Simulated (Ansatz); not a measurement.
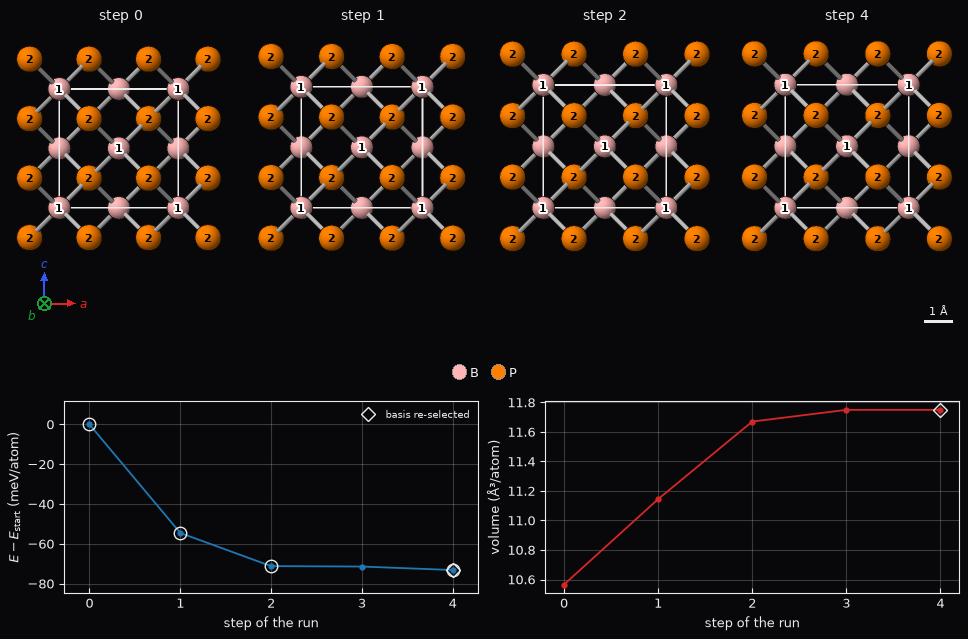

Frames of a relaxation of solid BP (a generated structure, set up in F-43m) (coarse preliminary run), marked on the history of the run. Style: ball-and-stick. Shown: the conventional cell (4 times the calculation's cell), along the b axis. Lengths and directions refer to the drawn axes.

Case: Al → B, N → P on all its sites, cell and atoms relaxed.

All numbers below come from DFT PBE, scalar-relativistic, plane waves, PAW (Ansatz 0.2.0).

The input:
```yaml
crystal:
  lattice:
    - [0.0, 2.1943061191, 2.1943061191]
    - [2.1943061191, 0.0, 2.1943061191]
    - [2.1943061191, 2.1943061191, 0.0]
  atoms:
    - { symbol: B, position: [0.0, 0.0, 0.0] }
    - { symbol: P, position: [0.75, 0.75, 0.75] }
basis:
  ecutwfc: 420
kpoints:
  mp_grid: { grid: [8, 8, 8] }
hamiltonian:
  xc: pbe
scf:
  occupations: { method: gaussian, width: 0.1 }
output:
  forces: true
  stress: true
  eigenvalues: true
relax:
  adjacent_minimum: "off"
  f_tol: 0.05
  max_steps: 60
  cell: { stress_tol: 0.5 }
```

Command:
```bash
ansatz run input.yaml --threads 1 --pin off --max-ram 2560MiB --backend cpu --events-out ev --progress --plain --runs-dir out
```

**What happens along the run?**

The atoms keep their places relative to the cell (all moves are under 0.005 Å). Cell: a = b = c 4.389 → 4.547 Å (+3.6 %). Volume +11.2 %. Some distances before and after: B1–P2 1.900 → 1.969 Å. The space group stays F-43m (No. 216). Over 3 accepted moves (4 points after the start) the energy falls by 73.1 meV per atom. All forces vanish by symmetry, so only the cell relaxes. Pressure: 21.30 GPa at the start and 0.19 GPa at the end. The SCF was repeated once at an unchanged geometry on a basis and grid sized afresh for the cell, which shifted the energy by 1.7 meV per atom at most. From step 0 to 1: volume +5.5 %, energy −54.5 meV per atom. From step 1 to 2: volume +4.7 %, energy −16.7 meV per atom. From step 2 to 4: volume +0.7 %, energy −2.0 meV per atom.
